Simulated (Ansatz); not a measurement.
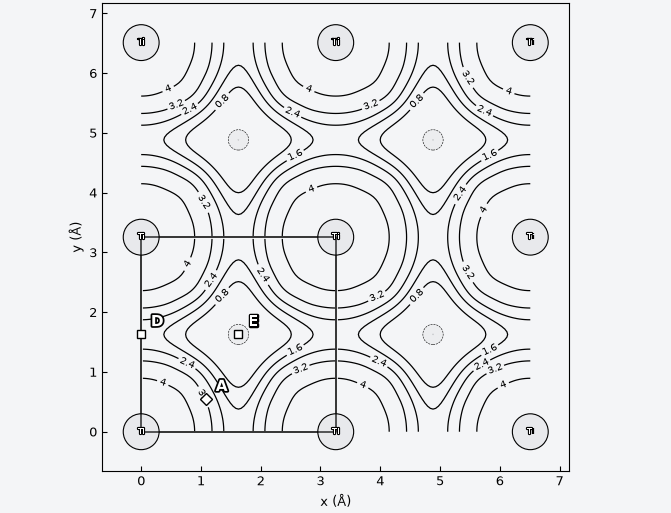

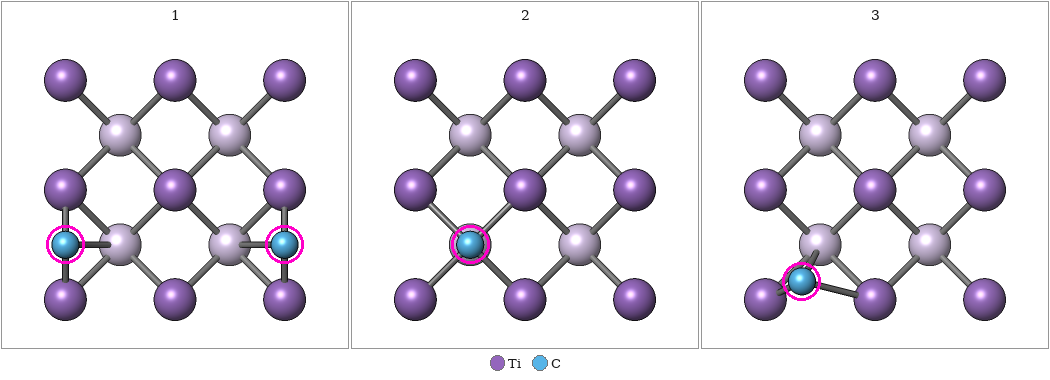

C on a Ti(100) slab cut from the Im-3m phase, its upper half relaxed before the scan (16 atoms of substrate and one adsorbate in a 2 × 2 cell). C is moved over the surface cell; relaxed at each place: the height of the adsorbate's atoms; substrate rigid; the origin of the map has the adsorbate above Ti13. Places are given modulo a cell vector. The map is drawn in real space over the plane of the surface. The scan uses a 6 × 6 grid; 10 points were computed and 26 follow by symmetry. Places are given in fractions of the 1 × 1 surface cell. All energies are given in eV relative to the lowest grid point. All numbers below come from DFT PBE, scalar-relativistic, plane waves, PAW (Ansatz 0.2.0). Settings: cutoff 420 eV, k-mesh 4×4×1, gaussian smearing 0.1 eV, no spin polarisation.

The picture shows contour lines labelled in eV, labelled circles for the atoms of the top layer and small ones for the second layer, the outline of one cell of the 2 × 2 shown, lettered points. Between grid points the surface is interpolated. The numbered pictures are the structures at these points, in random order. Rings mark the moved atoms.

Question: Which structure belongs to which point?

Answer: A is structure 3: (2/6, 1/6) of the cell vectors [nearest 1 Ti at 1.74 Å], 3.15 eV; D is structure 1: a bridge site between two Ti atoms, (0/6, 3/6) of the cell vectors, 1.87 eV; E is structure 2: a fourfold hollow over a second-layer Ti atom, (3/6, 3/6) of the cell vectors, 0.00 eV.

PAW datasets: the set soft_1.
